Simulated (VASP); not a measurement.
GaN: geometry relaxation (part 3 of 3)

Continued. System: GaN (4 atoms in the cell). Method: Kohn-Sham DFT of a periodic cell, PBE, VASP PAW PBE potentials, hard, no spin polarisation (VASP 6.6.1); cutoff 900 eV, 12×12×6 k-mesh, Gaussian smearing of 0.02 eV. The structure derives from an entry of the Crystallography Open Database.

Geometry of the input (Å; fractional positions):
```
3.1800  0.0000  0.0000
-1.5900  2.7540  0.0000
0.0000  0.0000  5.1660
Ga 0.3333  0.6667  0.0000
Ga 0.6667  0.3333  0.5000
N  0.3333  0.6667  0.3750
N  0.6667  0.3333  0.8750
```

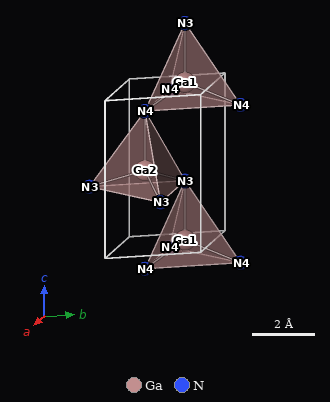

The geometry at step 3 of the log (polyhedral view of the cell of the calculation, seen slightly off an axis; polyhedra are completed across the faces of the cell; atoms are numbered from 1 in the order of the input).

**Parts of OUTCAR, continued**
```
  energy  without entropy=      -24.3530041096  energy(sigma->0) =      -24.35300411

--------------------------------------- Ionic step        5  -------------------------------------------

 number of electron      36.0000006 magnetization

------------------------ aborting loop because EDIFF is reached ----------------------------------------

  FORCE on cell =-STRESS in cart. coord.  units (eV):
  Direction    XX          YY          ZZ          XY          YZ          ZX
  --------------------------------------------------------------------------------------
  -------------------------------------------------------------------------------------
  Total        0.0139748      0.0139748      0.0000390      0.0000000     -0.0000000      0.0000000
  in kB        0.4765457      0.4765457      0.0013282      0.0000000     -0.0000000      0.0000000
  external PRESSURE =       0.3181399 kB  Pullay stress =       0.0000000 kB

 VOLUME and BASIS-vectors are now :
 -----------------------------------------------------------------------------
  energy-cutoff  :      900.00
  volume of cell :       46.98
      direct lattice vectors                 reciprocal lattice vectors
     3.216899311 -0.000000000  0.000000000     0.310858346  0.179474150 -0.000000000
    -1.608449655  2.785916520 -0.000000000     0.000000000  0.358948300 -0.000000000
     0.000000000  0.000000000  5.242585654    -0.000000000 -0.000000000  0.190745572

 POSITION                                       TOTAL-FORCE (eV/Angst)
 -----------------------------------------------------------------------------------
     -0.00000      1.85728      5.23862         0.000000     -0.000000     -0.007114
      1.60845      0.92864      2.61733        -0.000000     -0.000000     -0.007114
     -0.00000      1.85728      1.96994         0.000000     -0.000000      0.007114
      1.60845      0.92864      4.59123        -0.000000      0.000000      0.007114
 -----------------------------------------------------------------------------------
    total drift:                               -0.000017      0.000009      0.001997

  FREE ENERGIE OF THE ION-ELECTRON SYSTEM (eV)
  ---------------------------------------------------
  free  energy   TOTEN  =       -24.3530340679 eV

  energy  without entropy=      -24.3530340679  energy(sigma->0) =      -24.35303407

--------------------------------------- Ionic step        6  -------------------------------------------

 number of electron      36.0000006 magnetization

------------------------ aborting loop because EDIFF is reached ----------------------------------------

  FORCE on cell =-STRESS in cart. coord.  units (eV):
  Direction    XX          YY          ZZ          XY          YZ          ZX
  --------------------------------------------------------------------------------------
  -------------------------------------------------------------------------------------
  Total        0.0041362      0.0041362      0.0189007      0.0000000      0.0000000      0.0000000
  in kB        0.1410448      0.1410448      0.6445128      0.0000000      0.0000000      0.0000000
  external PRESSURE =       0.3088674 kB  Pullay stress =       0.0000000 kB

 VOLUME and BASIS-vectors are now :
 -----------------------------------------------------------------------------
  energy-cutoff  :      900.00
  volume of cell :       46.98
      direct lattice vectors                 reciprocal lattice vectors
     3.217429468 -0.000000000  0.000000000     0.310807124  0.179444577 -0.000000000
    -1.608714734  2.786375650  0.000000000     0.000000000  0.358889154 -0.000000000
     0.000000000  0.000000000  5.240930822    -0.000000000 -0.000000000  0.190805800

 POSITION                                       TOTAL-FORCE (eV/Angst)
 -----------------------------------------------------------------------------------
     -0.00000      1.85758      5.23655        -0.000000      0.000000     -0.002491
      1.60871      0.92879      2.61609         0.000000     -0.000000     -0.002491
     -0.00000      1.85758      1.96973         0.000000     -0.000000      0.002491
      1.60871      0.92879      4.59019         0.000000      0.000000      0.002491
 -----------------------------------------------------------------------------------
    total drift:                               -0.000017      0.000009      0.002554

  FREE ENERGIE OF THE ION-ELECTRON SYSTEM (eV)
  ---------------------------------------------------
  free  energy   TOTEN  =       -24.3530417806 eV

  energy  without entropy=      -24.3530417806  energy(sigma->0) =      -24.35304178

--------------------------------------- Ionic step        7  -------------------------------------------

 number of electron      36.0000005 magnetization

 Free energy of the ion-electron system (eV)
  ---------------------------------------------------
  ext. energy  EPLUGINS =         0.00000000
  ---------------------------------------------------
  free energy    TOTEN  =       -24.35304828 eV

  energy without entropy =      -24.35304828  energy(sigma->0) =      -24.35304828

 E-fermi :   6.6122     XC(G=0): -11.4291     alpha+bet :-14.4105

 val. band max:        6.5045454086   @ k =   0.0000   0.0000   0.0000
 cond. band min:       8.2229649730   @ k =   0.0000   0.0000   0.0000
 fundamental gap:      1.7184195644
 Fermi energy:         6.6122443032

 k-point     1 :       0.0000    0.0000    0.0000
  band No.  band energies     occupation
      1      -9.2439      2.00000
      2      -8.4243      2.00000
      3      -6.9345      2.00000
      4      -6.9204      2.00000
      5      -6.9204      2.00000
      6      -6.8649      2.00000
      7      -6.8649      2.00000
      8      -6.6910      2.00000
      9      -6.6910      2.00000
     10      -6.6007      2.00000
     11      -6.6007      2.00000
     12      -5.3578      2.00000
     13      -0.3685      2.00000
     14       5.5062      2.00000
     15       5.5062      2.00000
     16       6.4671      2.00000
     17       6.5045      2.00000
     18       6.5045      2.00000
     19       8.2230      0.00000
     20      10.5754      0.00000
     21      15.5262      0.00000
     22      16.2364      0.00000

 k-point     2 :       0.0833    0.0000    0.0000
  band No.  band energies     occupation
      1      -9.1796      2.00000
      2      -8.4086      2.00000
      3      -6.9286      2.00000
      4      -6.9112      2.00000
      5      -6.8967      2.00000
      6      -6.8576      2.00000
      7      -6.8523      2.00000
      8      -6.6962      2.00000
      9      -6.6917      2.00000
     10      -6.6112      2.00000
     11      -6.5992      2.00000
     12      -5.3107      2.00000
     13      -0.2727      2.00000
     14       4.9975      2.00000
     15       5.3657      2.00000
     16       5.8586      2.00000
     17       6.4024      2.00000
     18       6.4442      2.00000
     19       8.8204      0.00000
     20      11.0106      0.00000
     21      15.3546      0.00000
     22      15.7502      0.00000

 k-point     3 :       0.1667   -0.0000    0.0000
  band No.  band energies     occupation
      1      -9.0062      2.00000
      2      -8.3704      2.00000
      3      -6.9063      2.00000
      4      -6.8886      2.00000
      5      -6.8432      2.00000
      6      -6.8179      2.00000
      7      -6.8101      2.00000
      8      -6.7103      2.00000
      9      -6.6898      2.00000
     10      -6.6330      2.00000
     11      -6.5956      2.00000
     12      -5.1786      2.00000
     13       0.0030      2.00000
     14       3.8553      2.00000
     15       4.7704      2.00000
     16       5.0155      2.00000
     17       6.1933      2.00000
     18       6.2693      2.00000
     19       9.7655      0.00000
     20      11.8472      0.00000
     21      14.5324      0.00000
     22      15.2876      0.00000

 k-point     4 :       0.2500   -0.0000    0.0000
  band No.  band energies     occupation
      1      -8.7818      2.00000
      2      -8.3290      2.00000
      3      -6.8834      2.00000
      4      -6.8663      2.00000
      5      -6.8047      2.00000
      6      -6.7712      2.00000
      7      -6.7257      2.00000
      8      -6.6958      2.00000
      9      -6.6762      2.00000
     10      -6.5909      2.00000
     11      -6.5838      2.00000
     12      -4.9919      2.00000
     13       0.4043      2.00000
     14       2.6174      2.00000
     15       3.6500      2.00000
     16       4.5915      2.00000
     17       5.8214      2.00000
     18       6.0230      2.00000
     19      10.6150      0.00000
     20      12.2687      0.00000
     21      13.7641      0.00000
     22      14.8853      0.00000

 k-point     5 :       0.3333    0.0000    0.0000
  band No.  band energies     occupation
      1      -8.5860      2.00000
      2      -8.2992      2.00000
      3      -6.8715      2.00000
      4      -6.8551      2.00000
      5      -6.7780      2.00000
      6      -6.7263      2.00000
      7      -6.7244      2.00000
      8      -6.6949      2.00000
      9      -6.6485      2.00000
     10      -6.5852      2.00000
     11      -6.2490      2.00000
     12      -4.8240      2.00000
     13       0.6710      2.00000
     14       1.7685      2.00000
     15       2.6536      2.00000
     16       4.2101      2.00000
     17       5.2903      2.00000
     18       5.7782      2.00000
     19      11.2187      0.00000
     20      12.0860      0.00000
     21      13.1398      0.00000
     22      14.7434      0.00000

 [... the levels of 18 k-points are left out ...]

 k-point    24 :       0.3333    0.0000    0.1667
  band No.  band energies     occupation
      1      -8.5501      2.00000
      2      -8.3026      2.00000
      3      -6.8754      2.00000
      4      -6.8459      2.00000
      5      -6.7921      2.00000
      6      -6.7336      2.00000
      7      -6.7287      2.00000
      8      -6.6821      2.00000
      9      -6.6456      2.00000
     10      -6.5911      2.00000
     11      -6.1984      2.00000
     12      -4.9834      2.00000
     13       0.6435      2.00000
     14       1.9822      2.00000
     15       2.6289      2.00000
     16       4.3022      2.00000
     17       5.3793      2.00000
     18       5.6559      2.00000
     19      10.9434      0.00000
     20      12.1262      0.00000
     21      13.3917      0.00000
     22      14.5753      0.00000

 [... further k-points ...]

------------------------ aborting loop because EDIFF is reached ----------------------------------------

  FORCE on cell =-STRESS in cart. coord.  units (eV):
  Direction    XX          YY          ZZ          XY          YZ          ZX
  --------------------------------------------------------------------------------------
  -------------------------------------------------------------------------------------
  Total        0.0074211      0.0074211     -0.0021862      0.0000000      0.0000000      0.0000000
  in kB        0.2529717      0.2529717     -0.0745247      0.0000000      0.0000000      0.0000000
  external PRESSURE =       0.1438063 kB  Pullay stress =       0.0000000 kB

 VOLUME and BASIS-vectors are now :
 -----------------------------------------------------------------------------
  energy-cutoff  :      900.00
  volume of cell :       47.00
      direct lattice vectors                 reciprocal lattice vectors
     3.217558915 -0.000000000  0.000000000     0.310794620  0.179437358 -0.000000000
    -1.608779457  2.786487754  0.000000000     0.000000000  0.358874715 -0.000000000
     0.000000000  0.000000000  5.242319437    -0.000000000 -0.000000000  0.190755259

 POSITION                                       TOTAL-FORCE (eV/Angst)
 -----------------------------------------------------------------------------------
     -0.00000      1.85766      5.23784         0.000000      0.000000      0.001610
      1.60878      0.92883      2.61668         0.000000     -0.000000      0.001610
     -0.00000      1.85766      1.97035        -0.000000      0.000000     -0.001610
      1.60878      0.92883      4.59151         0.000000     -0.000000     -0.001610
 -----------------------------------------------------------------------------------
    total drift:                               -0.000017      0.000009      0.002096

  FREE ENERGIE OF THE ION-ELECTRON SYSTEM (eV)
  ---------------------------------------------------
  free  energy   TOTEN  =       -24.3530482779 eV

  energy  without entropy=      -24.3530482779  energy(sigma->0) =      -24.35304828

 reached required accuracy - stopping structural energy minimisation
```

**CONTCAR**
```
GaN
   1.00000000000000
     3.2175589148193500   -0.0000000000000000    0.0000000000000000
    -1.6087794574096750    2.7864877542289803    0.0000000000000000
     0.0000000000000000    0.0000000000000000    5.2423194374585593
  Ga              N
     2     2
Direct
     0.3333333300000021    0.6666666699999979    0.9991461487567272
     0.6666666699999979    0.3333333300000021    0.4991461487567274
     0.3333333300000021    0.6666666699999979    0.3758538512432726
     0.6666666699999979    0.3333333300000021    0.8758538512432728

  0.00000000E+00  0.00000000E+00  0.00000000E+00
  0.00000000E+00  0.00000000E+00  0.00000000E+00
  0.00000000E+00  0.00000000E+00  0.00000000E+00
  0.00000000E+00  0.00000000E+00  0.00000000E+00
```

**Trajectory as extended XYZ (Å, eV, eV/Å), 7 frames, from step=0 to step=6**
```
4
Lattice="3.1800 0.0000 0.0000 -1.5900 2.7540 0.0000 0.0000 0.0000 5.1660" Properties=species:S:1:pos:R:3:forces:R:3 step=0 energy=-24.31205
Ga    0.0000    1.8360    0.0000    0.0000   0.0000  -0.1372
Ga    1.5900    0.9180    2.5830    0.0000   0.0000  -0.1372
N     0.0000    1.8360    1.9372    0.0000   0.0000   0.1372
N     1.5900    0.9180    4.5202    0.0000   0.0000   0.1372
4
Lattice="3.2518 0.0000 0.0000 -1.6259 2.8161 -0.0000 0.0000 0.0000 5.3213" Properties=species:S:1:pos:R:3:forces:R:3 step=1 energy=-24.31928
Ga    0.0000    1.8774    5.3145    0.0000   0.0000   0.0665
Ga    1.6259    0.9387    2.6538    0.0000   0.0000   0.0665
N     0.0000    1.8774    2.0023    0.0000   0.0000  -0.0665
N     1.6259    0.9387    4.6629    0.0000   0.0000  -0.0665
4
Lattice="3.2170 0.0000 0.0000 -1.6085 2.7860 -0.0000 0.0000 0.0000 5.2461" Properties=species:S:1:pos:R:3:forces:R:3 step=2 energy=-24.35301
Ga    0.0000    1.8574    5.2425    0.0000   0.0000  -0.0107
Ga    1.6085    0.9287    2.6195    0.0000   0.0000  -0.0107
N     0.0000    1.8574    1.9708    0.0000   0.0000   0.0107
N     1.6085    0.9287    4.5939    0.0000   0.0000   0.0107
4
Lattice="3.2163 0.0000 0.0000 -1.6081 2.7854 -0.0000 0.0000 0.0000 5.2445" Properties=species:S:1:pos:R:3:forces:R:3 step=3 energy=-24.35300
Ga    0.0000    1.8569    5.2410    0.0000   0.0000  -0.0128
Ga    1.6081    0.9285    2.6188    0.0000   0.0000  -0.0128
N     0.0000    1.8569    1.9702    0.0000   0.0000   0.0128
N     1.6081    0.9285    4.5924    0.0000   0.0000   0.0128
4
Lattice="3.2169 -0.0000 0.0000 -1.6084 2.7859 -0.0000 0.0000 0.0000 5.2426" Properties=species:S:1:pos:R:3:forces:R:3 step=4 energy=-24.35303
Ga    0.0000    1.8573    5.2386    0.0000   0.0000  -0.0071
Ga    1.6084    0.9286    2.6173    0.0000   0.0000  -0.0071
N     0.0000    1.8573    1.9699    0.0000   0.0000   0.0071
N     1.6084    0.9286    4.5912    0.0000   0.0000   0.0071
4
Lattice="3.2174 -0.0000 0.0000 -1.6087 2.7864 0.0000 0.0000 0.0000 5.2409" Properties=species:S:1:pos:R:3:forces:R:3 step=5 energy=-24.35304
Ga    0.0000    1.8576    5.2366    0.0000   0.0000  -0.0025
Ga    1.6087    0.9288    2.6161    0.0000   0.0000  -0.0025
N     0.0000    1.8576    1.9697    0.0000   0.0000   0.0025
N     1.6087    0.9288    4.5902    0.0000   0.0000   0.0025
4
Lattice="3.2176 -0.0000 0.0000 -1.6088 2.7865 0.0000 0.0000 0.0000 5.2423" Properties=species:S:1:pos:R:3:forces:R:3 step=6 energy=-24.35305
Ga    0.0000    1.8577    5.2378    0.0000   0.0000   0.0016
Ga    1.6088    0.9288    2.6167    0.0000   0.0000   0.0016
N     0.0000    1.8577    1.9703    0.0000   0.0000  -0.0016
N     1.6088    0.9288    4.5915    0.0000   0.0000  -0.0016
```
